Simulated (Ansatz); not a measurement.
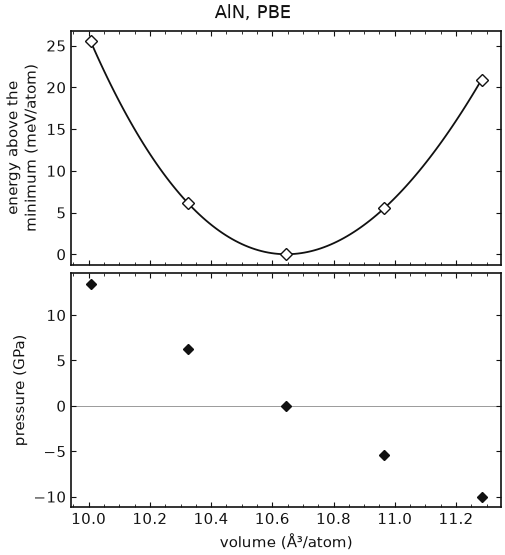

Calculation (Ansatz 0.2.0): third-order Birch-Murnaghan fit to density functional energies at scaled volumes of the given relaxed cell, shape and atoms relaxed at each volume; energies count from the fitted minimum; plane waves with PAW datasets, Γ-centred k mesh. Level: PBE, no spin polarisation.

wave cutoff 420 eV; k mesh 12×12×6; occupations Gaussian; smearing width 0.02 eV.

Cell as given: a = 3.130 Å, b = 3.130 Å, c = 5.018 Å, α = 90.00°, β = 90.00°, γ = 120.00°; 4 atoms.

Energy above the minimum and pressure against volume for AlN, space group P6_3mc (No. 186).

A third-order Birch–Murnaghan fit gives V0 = 10.65 Å³/atom, B0 = 193 GPa and B′ = 3.9. The energy above the minimum is 25.5 meV/atom at volume 10.007 Å³/atom and 20.9 meV/atom at 11.284 Å³/atom; the lowest computed point is at volume 10.645 Å³/atom (0.0 meV/atom), and no other minimum shows. The pressure falls from 13.43 GPa at volume 10.007 Å³/atom to −10.02 GPa at 11.284 Å³/atom, and changes sign near 10.64 Å³/atom.
